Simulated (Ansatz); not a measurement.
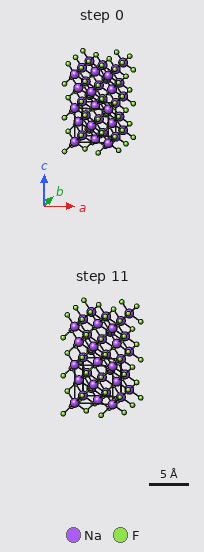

The structure of a crystal of NaF (built on the zincblende type) before (top) and after (bottom) a relaxation, at one scale.

Style: ball-and-stick. Shown: the conventional cell (4 times the calculation's cell), repeated 1 × 2 × 2 with one cell outlined, slightly off an axis. Lengths and directions refer to the drawn axes.

Theory: DFT, PBEsol, plane waves, PAW in Ansatz. Settings: plane-wave cutoff 420 eV; k-point mesh 8 × 8 × 8; occupations fermi dirac; smearing width 0.03 eV; no spin polarisation; cell and atoms relaxed; force threshold 0.01 eV/Å; at most 120 steps.

> What changed between the two?

The atoms keep their places relative to the cell (all moves are under 0.005 Å). Cell: a = b = c 4.516 → 5.088 Å (+12.7 %). Volume +43.0 %. Near-neighbour distances that change, for instance: Na–Na 3.193 → 3.598 Å, F–Na 1.956 → 2.203 Å. The space group stays F-43m (No. 216). The energy falls by 0.621 eV per cell of the calculation in 8 accepted moves (11 points after the start). All forces vanish by symmetry, so only the cell relaxes. Pressure: 27.94 GPa at the start and 0.05 GPa at the end. The SCF was repeated 3 times at an unchanged geometry on a basis and grid sized afresh for the cell, which shifted the energy by 95.0 meV per cell of the calculation at most. Cost: 30 s on 2 threads of AMD EPYC (Zen 3) (shared host), peak memory 0.32 GiB.
